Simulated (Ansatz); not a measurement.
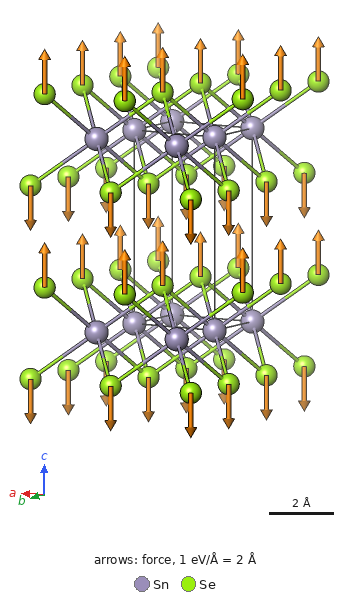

Starting geometry of solid SnSe$_{2}$ (set up in P-3m1) (coarse preliminary run) with the computed forces as orange arrows. Style: ball-and-stick. Shown: the cell of the calculation, repeated 1 × 2 × 1 with one cell outlined, from a free direction.

Level of theory: DFT PBE+D3(BJ), scalar-relativistic, plane waves, PAW (Ansatz 0.2.0).

The input:
```yaml
crystal:
  lattice:
    - [3.8109987816, 0.0, 0.0]
    - [-1.9054993908, 3.3004217586, 0.0]
    - [0.0, 0.0, 6.137]
  atoms:
    - { symbol: Sn, position: [0.0, 0.0, 0.0] }
    - { symbol: Se, position: [0.3333333333, 0.6666666667, 0.25] }
    - { symbol: Se, position: [0.6666666667, 0.3333333333, 0.75] }
basis:
  ecutwfc: 420
kpoints:
  mp_grid: { grid: [6, 6, 4] }
hamiltonian:
  xc: pbe
  dispersion: d3bj
scf:
  occupations: { method: gaussian, width: 0.1 }
output:
  forces: true
  stress: true
  eigenvalues: true
relax:
  adjacent_minimum: "off"
  f_tol: 0.05
  max_steps: 80
  cell: { stress_tol: 0.5 }
```

Command:
```bash
ansatz run input.yaml --threads 4 --pin off --max-ram 10240MiB --backend cpu --events-out ev --progress --plain --runs-dir out
```

> Is this structure relaxed? If not, where do the atoms go?

It isn't relaxed: the largest force vector, on Se atoms, is 0.72 eV/Å. The atoms end up moving mostly along the starting forces (cosine between the two patterns 1.00). The largest moves relative to the cell, 0.088 Å, are those of Se2 and Se3. Se2 goes along +c. Sn stays in place. The drawn cell changes as follows: a = b 3.811 → 3.840 Å (+0.8 %), c 6.137 → 6.023 Å (−1.9 %); the volume changes by −0.3 %. Some distances before and after: Sn1–Se2 2.682 → 2.731 Å. The space group stays P-3m1 (No. 164). After 2 accepted moves (4 points after the start) the energy has fallen by 18.2 meV per atom. Largest force component: 0.72 eV/Å at the start, 0.014 eV/Å at the end. The pressure goes from 2.99 to −0.04 GPa. The line search rejected the trial step at point 1 of the run. At 1 point the geometry stayed and the basis and grid were re-selected for the new cell (energy shift of less than 0.05 meV per atom at most each time). The run took 4.4 s on 4 threads of Arm Neoverse V1, with other jobs on the host, peak memory 0.42 GiB.
